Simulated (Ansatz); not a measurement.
# MoS$_{2}$: a failed or faulty run and its cure

System: MoS$_{2}$ (3 atoms in the cell).
Method of run 1: DFT, PBE, dispersion d3bj, plane waves, PAW (Ansatz 0.2.0).

The structure derives from an entry of the Crystallography Open Database. Text and figures count atoms from 1; the logs count them from 0 in places.

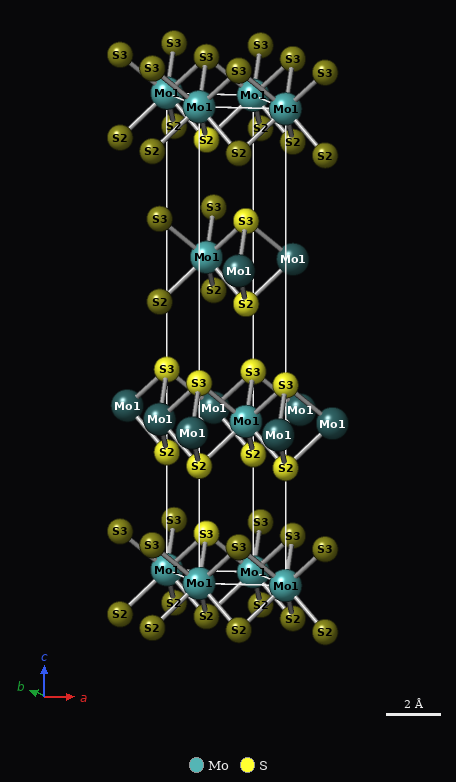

The structure (ball-and-stick view of the cell 3 times as large as that of the calculation, set on its symmetry axes, seen slightly off an axis; neighbours outside the cell are drawn fainter; atoms are numbered from 1 in the order of the input). An atom can appear more than once, as a periodic image.

**Input, run 1**
```yaml
crystal:
  lattice:
    - [1.6237686103, 0.9374832442, 5.9965349857]
    - [-1.6237686103, 0.9374832442, 5.9965349857]
    - [0.0, -1.8749664885, 5.9965349857]
  atoms:
    - { symbol: MOx, position: [1.72715e-05, 1.72715e-05, 1.72715e-05] }
    - { symbol: S, position: [0.7535591261, 0.7535591261, 0.7535591261] }
    - { symbol: S, position: [0.5797236024, 0.5797236024, 0.5797236024] }
basis:
  ecutwfc: 420
kpoints:
  mp_grid: { grid: [12, 12, 12] }
hamiltonian:
  xc: pbe
  dispersion: d3bj
scf:
  occupations: { method: gaussian, width: 0.05 }
  max_iter: 60
output:
  forces: true
  eigenvalues: true
  stress: true
```

Command:
```bash
ansatz run input.yaml --threads 2 --pin off --max-ram 5120MiB --backend cpu --events-out ev --progress --plain --runs-dir out
```

Hardware: 2 threads of Intel Xeon @ 2.50GHz (Skylake/Cascade Lake), 189 GiB of memory available, shared host.

**Output (run 1)**
```
Error: YAML parse error: error: line 7 column 17: `MOx` is not an element symbol (H … Og, case-exact)
 --> <input>:7:17
  |
5 |     - [0.0, -1.8749664885, 5.9965349857]
6 |   atoms:
7 |     - { symbol: MOx, position: [1.72715e-05, 1.72715e-05, 1.72715e-05] }
  |                 ^ `MOx` is not an element symbol (H … Og, case-exact)
8 |     - { symbol: S, position: [0.7535591261, 0.7535591261, 0.7535591261] }
9 |     - { symbol: S, position: [0.5797236024, 0.5797236024, 0.5797236024] }
  |
```

Diagnose this run and give a change of the input that cures it.

A setting was made wrong on purpose: an unknown element (`crystal.atoms[0].symbol`). The program refused the input: “YAML parse error: error: line 7 column 17: `MOx` is not an element symbol (H … Og, case-exact) --> <input>:7:17 | 5 | - [0.0, -1.8749664885, 5.9965349857] 6 | atoms: 7 | - { symbol: MOx, position: [1.72715e-05, 1.72715e-05, 1.72715e-05] } | ^ `MOx` is not an element symbol (H … Og, case-exact) 8 | - { symbol: S, …”

A run of the same system that converges differs from this input as follows (lines with − go, lines with + come):
```diff
-    - { symbol: MOx, position: [1.72715e-05, 1.72715e-05, 1.72715e-05] }
+    - { symbol: Mo, position: [1.72715e-05, 1.72715e-05, 1.72715e-05] }
-  max_iter: 60
```

**Output, shortened to warnings, some set-up lines, iterations and results (run 2)**
```
Basis set: ecut = 420 eV, 1095 PW (Γ), FFT grids on a1−a3, a2−a3, a3, exchange–correlation on 48×48×90 points (8 copies of the dense FFT grid, shifted against one another)
Symmetry: 6 space group operations
k-points: 189 of 1728 (time reversal used)
Initial density: superposition of atomic densities (neutral atoms: chi_scale 0, normalization atom), corrected by the library's trained network
[...]
SCF iter   1: F=—  HF=-6763.949966 eV  |F-HF|=—  |Δ(HF+E_count)|=         —  Δρ=5.21e-3  dr2=5.30e-3  ethr=1.77e-3  ⟨swp⟩=5.7  Hψ=17256  notcnv=0
SCF iter   2: F=—  HF=-6763.954302 eV  |F-HF|=—  |Δ(HF+E_count)|=   4.34e-3  Δρ=2.70e-3  dr2=9.77e-4  ethr=2.04e-5  ⟨swp⟩=2.4  Hψ=6797  notcnv=0
SCF iter   3: F=—  HF=-6763.956060 eV  |F-HF|=—  |Δ(HF+E_count)|=   1.76e-3  Δρ=8.70e-4  dr2=3.23e-4  ethr=3.76e-6  ⟨swp⟩=2.0  Hψ=4658  notcnv=0
SCF iter   4: F=—  HF=-6763.956196 eV  |F-HF|=—  |Δ(HF+E_count)|=   1.37e-4  Δρ=7.96e-5  dr2=1.59e-6  ethr=1.24e-6  ⟨swp⟩=2.0  Hψ=4535  notcnv=0
SCF iter   5: F=—  HF=-6763.956192 eV  |F-HF|=—  |Δ(HF+E_count)|=   3.99e-6  Δρ=1.53e-5  dr2=5.66e-8  ethr=6.10e-9  ⟨swp⟩=2.0  Hψ=5477  notcnv=0
SCF iter   6: F=-6763.956193 eV  HF=-6763.956193 eV  |F-HF|=1.61e-9  |Δ(HF+E_count)|=   1.24e-7  Δρ=3.09e-6  dr2=5.36e-9  ethr=2.18e-10  ⟨swp⟩=3.0  Hψ=12257  notcnv=0
SCF 1 converged in 6 iterations: F = -6763.956193 eV  dr2 = 5.36e-9
SCF converged after 6 iterations
Free energy (F): -6763.956193 eV
Harris-Foulkes:  -6763.956193 eV  (|F-HF|=1.61e-9)
Internal energy: -6763.956193 eV  (E = F + TS)
E sigma→0 (E₀):  -6763.956193 eV
Fermi energy:    11.070655 eV
--- Per-component energies (eV) ---
  E_band       = -162.963092
  E_kinetic    = 652.396966
  E_local      = -1858.627965  (includes V_loc(G=0)·N_el)
  E_nonlocal   = 199.048228
  E_hartree    = 700.295575
  E_xc         = -377.219179
  E_vxc        = -403.294080  (∫ρ·V_xc dr)
  E_paw        = -4401.312872  (= ΣΔE_a)
  E_vpaw       = -153.080367  (= ΣTr[D̂ρ^β])
  E_aug_tail   = 0.000050  (compensation charges beyond the density's cutoff)
  E_ewald      = -1677.293697
  E_disp       = -1.243298  (pairwise vdW)
  E_smearing   = -0.000000  (= −TS)
  E_closure    = 0.000000  (closes the sum)
  Σ components = -6763.956193   (vs F -6763.956193, Δ=0.00e0)
--- Forces (eV/Å), atoms counted from 1 ---
  atom   1  Mo     0.00000000    -0.00000000     0.00019761
  atom   2  S     -0.00000000     0.00000000    -0.53003020
  atom   3  S      0.00000000    -0.00000000     0.52983404
  max |Σ_I F_I| component: 1.45e-6 eV/Å
--- Stress (GPa, compression-positive) ---
       -9.132973       0.000000      -0.000000
        0.000000      -9.132973      -0.000000
        0.000000      -0.000000      -5.150377
  P = ⅓ Tr σ = -7.8054 GPa (-78.054 kbar)
```

**The two runs side by side**

```csv
quantity,run 1,run 2
outcome,refused,converged
free energy per atom (eV),–,−2254.6521
gap on the mesh (eV),–,0.62
pressure (GPa),–,−7.81
volume per atom (Å³),–,18.26
largest force (eV/Å),–,0.530
SCF iterations,–,6
irreducible k-points,–,189
plane waves at Γ,–,1095
```

Notes on run 2: The cell is under a tension of 7.8 GPa at this level, so it is not at its equilibrium volume.
